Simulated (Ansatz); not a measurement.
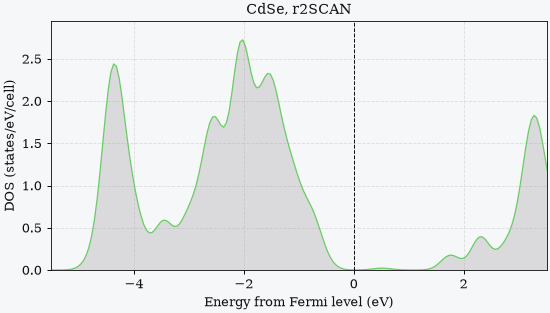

Density of states. Energies are counted from the Fermi level, put mid-gap where there is a gap. The curve is built from the levels of the k mesh with Gaussians 0.4 eV wide, which also blur the band edges.

The Ansatz input:

```
crystal:
  lattice:
    - [0.0, 3.0677809647, 3.0677809647]
    - [3.0677809647, 0.0, 3.0677809647]
    - [3.0677809647, 3.0677809647, 0.0]
  atoms:
    - { symbol: Cd, position: [0.0, 0.0, 0.0] }
    - { symbol: Se, position: [0.25, 0.25, 0.25] }
kpoints:
  mp_grid: { grid: [6, 6, 6] }
hamiltonian:
  xc: r2scan
scf:
  occupations: { method: fixed }
  n_extra_bands: 4
output:
  forces: true
  stress: true
  eigenvalues: true
```

Command:
```bash
ansatz run input.yaml --threads 4 --pin off --max-ram 3686MiB --backend cpu --events-out ev --progress --plain --runs-dir out
```

Question: Is there a gap at the Fermi level, and how wide?

Answer: There is a gap; over the k points computed it is 1.04 eV (direct among those points).

Question: How wide is the upper valence band?

Answer: The upper group of valence states starts about 4.3 eV under the valence-band top (which lies at −0.5 eV on this axis), with a gap beneath it; it holds about 6 electrons a cell.
